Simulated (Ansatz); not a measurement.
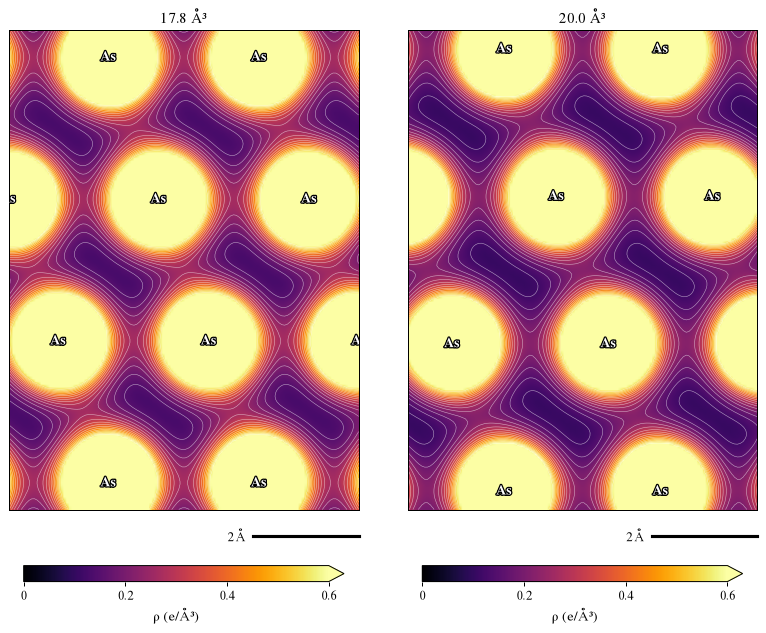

As. The valence electron density of cells scaled evenly to different volumes (given per atom above each panel), on the (010) plane of each (indices in the axes of the cell below), at one length scale and on one colour scale.

A generated structure, not necessarily the stable one; computed without spin polarisation.

These are results of DFT, LDA (PW92), plane waves (420 eV) with PAW, scalar-relativistic in Ansatz 0.2.0, not measurements.

Core electrons are frozen (PAW), and the valence fields are smoothed inside the atomic spheres.

The largest cell:

```yaml
crystal:
  lattice:
    - [-1.70929, 1.70929, 1.70929]
    - [1.70929, -1.70929, 1.70929]
    - [1.70929, 1.70929, -1.70929]
  atoms:
    - { symbol: As, position: [0.00000, 0.00000, 0.00000] }
```

| volume (Å³/atom) | As–As contact in the plane (Å) | ρ at its midpoint (e/Å³) | pressure (GPa) | 
| --- | --- | --- | --- |
| 17.84 | 2.851 | 0.264 | 0.0 | 
| 19.26 | 2.925 | ? | ? | 
| 19.98 | 2.961 | 0.221 | −8.4 | 

Q: What values belong in the row with question marks?

A: Over the known rows ln ρ falls by 1.62 per Å of As–As distance (the line through the two), which gives 0.234 e/Å³ at 2.925 Å; the calculation gives 0.234 e/Å³. For the pressure, a straight line in volume between the neighbouring rows gives −5.6 GPa; the calculation gives −6.2, lower because pressure rises ever faster on compression.
